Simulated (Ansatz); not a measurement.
SnO₂: several calculations on one system

Part 1: Relaxation

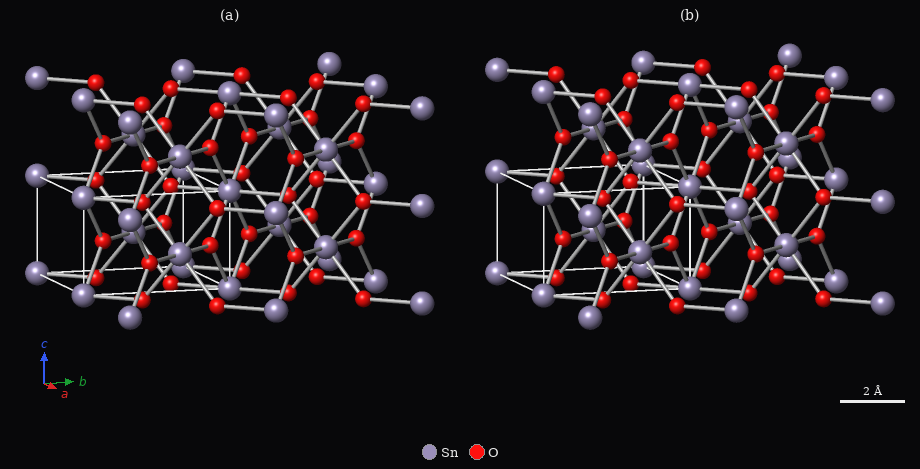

The structure of a crystal of SnO2 (built on the rutile type) (coarse preliminary run) before (left) and after (right) a relaxation, at one scale.

Style: ball-and-stick. Shown: the cell of the calculation, repeated 2 × 2 × 2 with one cell outlined, slightly off an axis.

These are results of DFT PBE, scalar-relativistic, plane waves, PAW in Ansatz, not measurements.

Input file:
```yaml
crystal:
  lattice:
    - [4.8224558566, 0.0, 0.0]
    - [0.0, 4.8224558566, 0.0]
    - [0.0, 0.0, 3.1056859349]
  atoms:
    - { symbol: Sn, position: [0.0, 0.0, 0.0] }
    - { symbol: Sn, position: [0.5, 0.5, 0.5] }
    - { symbol: O, position: [0.30496, 0.30496, 0.0] }
    - { symbol: O, position: [0.80496, 0.19504, 0.5] }
    - { symbol: O, position: [0.19504, 0.80496, 0.5] }
    - { symbol: O, position: [0.69504, 0.69504, 0.0] }
basis:
  ecutwfc: 420
  ecutrho_ratio: 4
kpoints:
  mp_grid: { grid: [4, 4, 6] }
hamiltonian:
  xc: pbe
scf:
  occupations: { method: gaussian, width: 0.05 }
output:
  forces: true
  stress: true
  eigenvalues: true
relax:
  f_tol: 0.03
  max_steps: 60
  cell: { stress_tol: 0.3 }
```

Command:
```bash
ansatz run input.yaml --threads 4 --pin off --max-ram 7168MiB --backend cpu --events-out ev --progress --plain --runs-dir out
```

Q: Summarise the run.

A: Over 4 accepted moves (6 points after the start) the energy falls by 0.168 eV per cell of the calculation. The largest force component goes from 0.054 to 0.00073 eV/Å. The pressure goes from 10.30 to −0.02 GPa. The SCF was repeated twice at an unchanged geometry on a basis and grid sized afresh for the cell, which shifted the energy by 21.9 meV per cell of the calculation at most. The largest moves relative to the cell, 0.011 Å, are those of O3, O4, O5 and O6. O3 goes along [1 1 0]. Sn stays in place. The drawn cell changes as follows: a = b 4.822 → 4.829 Å (+0.1 %), c 3.106 → 3.237 Å (+4.2 %); the volume changes by +4.5 %. Among the contacts that change: Sn1–O4 2.045 → 2.089 Å, Sn1–O3 2.080 → 2.094 Å. Bond angles that change, for instance: Sn2–O3–Sn2 98.8° → 101.6°, O4–Sn1–O5 81.2° → 78.4°, O4–Sn1–O4 98.8° → 101.6°. The space group stays P4_2/mnm (No. 136).

Part 2: Relaxation

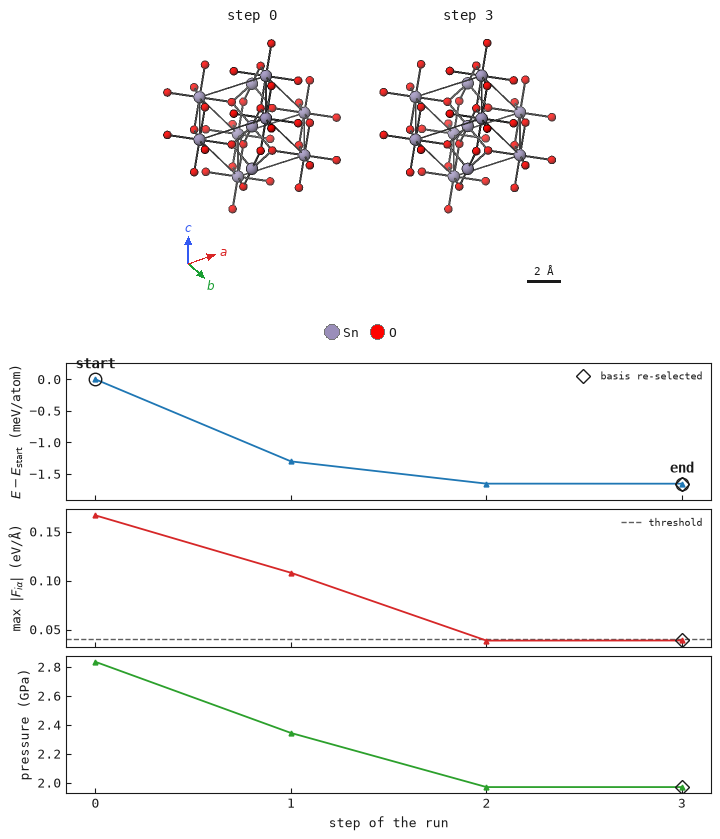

First and last geometry of a relaxation of a crystal of SnO2 (built on the rutile type), with the history of the run. The picture is a ball-and-stick view of the cell of the calculation, seen from a free direction.

Case: volume 11.972 Å^3/atom.

Computed with DFT r2SCAN, scalar-relativistic, plane waves, PAW (Ansatz 0.2.0).

Input
```yaml
crystal:
  lattice:
    - [4.7611505698, 0.0, 0.0]
    - [0.0, 4.7611505698, 0.0]
    - [0.0, 0.0, 3.1686816914]
  atoms:
    - { symbol: Sn, position: [0.0, 0.0, 0.0] }
    - { symbol: Sn, position: [0.5, 0.5, 0.5] }
    - { symbol: O, position: [0.3069409747, 0.3069409747, 0.0] }
    - { symbol: O, position: [0.8069409747, 0.1930590253, 0.5] }
    - { symbol: O, position: [0.1930590253, 0.8069409747, 0.5] }
    - { symbol: O, position: [0.6930590253, 0.6930590253, 0.0] }
basis:
  ecutwfc: 500
  ecutrho_ratio: 4
kpoints:
  mp_grid: { grid: [6, 6, 10] }
hamiltonian:
  xc: r2scan
scf:
  occupations: { method: gaussian, width: 0.05 }
output:
  forces: true
  stress: true
  eigenvalues: true
relax:
  f_tol: 0.04
  max_steps: 40
  cell: { stress_tol: 0.4, fix: [volume] }
```

Launched with:
```bash
ansatz run input.yaml --threads 4 --pin off --max-ram 7168MiB --backend cpu --events-out ev --progress --plain --runs-dir out
```

What do the curves and the structures tell?

Answer. It converged. The largest moves relative to the cell, 0.011 Å, are those of O3, O4, O5 and O6. O6 goes along [1 1 0]. Sn stays in place. The drawn cell changes at constant volume: a = b 4.761 → 4.743 Å (−0.4 %), c 3.169 → 3.192 Å (+0.7 %). Among the contacts that change: Sn1–O3 2.067 → 2.048 Å, Sn1–O4 2.049 → 2.062 Å. The space group stays P4_2/mnm (No. 136). Over 2 accepted moves (3 points after the start) the energy falls by 1.7 meV per atom. Largest force component: 0.17 eV/Å at the start, 0.039 eV/Å at the end. Pressure: 2.84 GPa at the start and 1.97 GPa at the end. The SCF was repeated once at an unchanged geometry on a basis and grid sized afresh for the cell, which shifted the energy by less than 0.05 meV per atom at most. Cost: 13 s on 4 threads of Intel(R) Xeon(R) Platinum 8488C (Sapphire Rapids), on a shared host, peak memory 0.67 GiB.

Part 3: A change

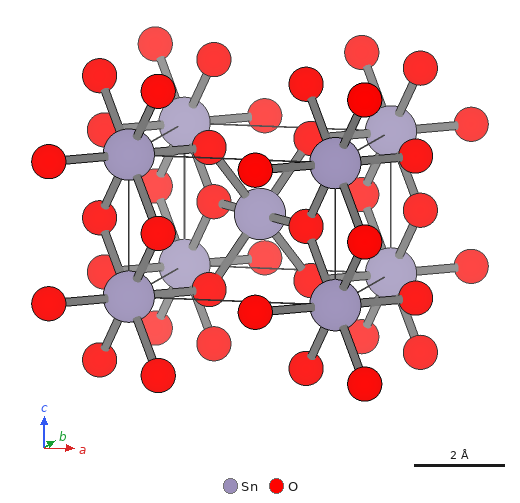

This is solid SnO2 (built on the rutile type). Style: ball-and-stick. Shown: the cell of the calculation, slightly off an axis.

These are results of DFT r2SCAN, scalar-relativistic, plane waves, PAW (Ansatz 0.2.0), not measurements. Set-up: plane-wave cutoff 500 eV; k-point mesh 6 × 6 × 10; occupations gaussian; smearing width 0.05 eV; no spin polarisation.

Now this is done to it. The volume is changed by −2.0 %. The cell's shape and the atoms are relaxed at that volume.

**What does the calculation give for the changed structure?**

Energy change: +3.2 meV per atom. Pressure: 0.0 GPa before, 4.3 GPa after. The volume changes by −2.0 %, with a = b 4.760 → 4.721 Å (−0.8 %), c 3.201 → 3.189 Å (−0.4 %). The atoms keep their places relative to the cell (all moves are under 0.005 Å). Among the bonded contacts that change: O–Sn 2.064 → 2.040 to 2.056 Å. The space group stays P4_2/mnm (No. 136).
